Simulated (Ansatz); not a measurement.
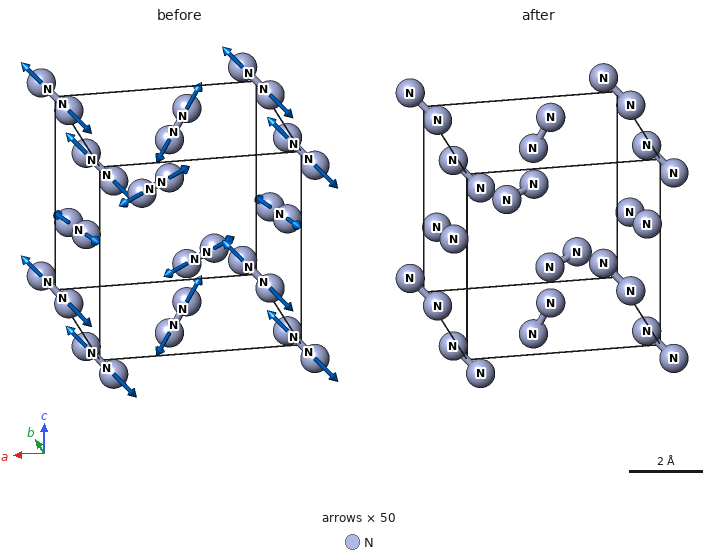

The structure of a crystal of N (built on the database structure type) before (left) and after (right) a relaxation, at one scale. The blue arrows give the displacements (the part carried along by the change of the cell is left out), magnified 50 times.

Style: ball-and-stick. Shown: the cell of the calculation, from a free direction.

Computed with Ansatz, DFT, r2SCAN+rVV10, plane waves, PAW.

The input:
```yaml
crystal:
  lattice:
    - [5.6998316013, 0.0, 0.0]
    - [0.0, 5.6998316013, 0.0]
    - [0.0, 0.0, 5.6998316013]
  atoms:
    - { symbol: "N", position: [0.0557816265, 0.0557816265, 0.0557816265] }
    - { symbol: "N", position: [0.4442183735, 0.9442183735, 0.5557816265] }
    - { symbol: "N", position: [0.5557816265, 0.4442183735, 0.9442183735] }
    - { symbol: "N", position: [0.9442183735, 0.5557816265, 0.4442183735] }
    - { symbol: "N", position: [0.9442031774, 0.9442031774, 0.9442031774] }
    - { symbol: "N", position: [0.5557968226, 0.0557968226, 0.4442031774] }
    - { symbol: "N", position: [0.4442031774, 0.5557968226, 0.0557968226] }
    - { symbol: "N", position: [0.0557968226, 0.4442031774, 0.5557968226] }
kpoints:
  mp_grid: { grid: [4, 4, 4] }
hamiltonian:
  xc: r2scan
  dispersion: rvv10
scf:
  occupations: { method: fermi_dirac, width: 0.02 }
relax:
  f_tol: 0.005
  cell: {}
```

Command:
```bash
ansatz run input.yaml --threads 4 --pin off --max-ram 6451MiB --backend cpu --events-out ev --progress --plain --runs-dir out
```

Question: Summarise the run.

Answer: Over 7 accepted moves (13 points after the start) the energy falls by 4.9 meV per atom. Largest force component: 0.69 eV/Å at the start, 0.0047 eV/Å at the end. Pressure: −1.77 GPa at the start and 0.02 GPa at the end. The line search rejected the trial steps at points 7, 8, 10, 11 of the run. At 2 points the geometry stayed and the basis and grid were re-selected for the new cell (energy shift of 1.0 meV per atom at most each time). The largest moves relative to the cell, 0.019 Å, are those of N5, N6, N7 and N8. N6 goes along [1 1 −1]. The volume changes by −11.5 %, with a = b = c 5.700 → 5.473 Å (−4.0 %). Among the contacts that change: N1–N5 1.102 → 1.093 Å. The space group stays Pa-3 (No. 205). Cost: 44 s on 4 threads of Arm Neoverse V2, on a shared host, peak memory 0.84 GiB.
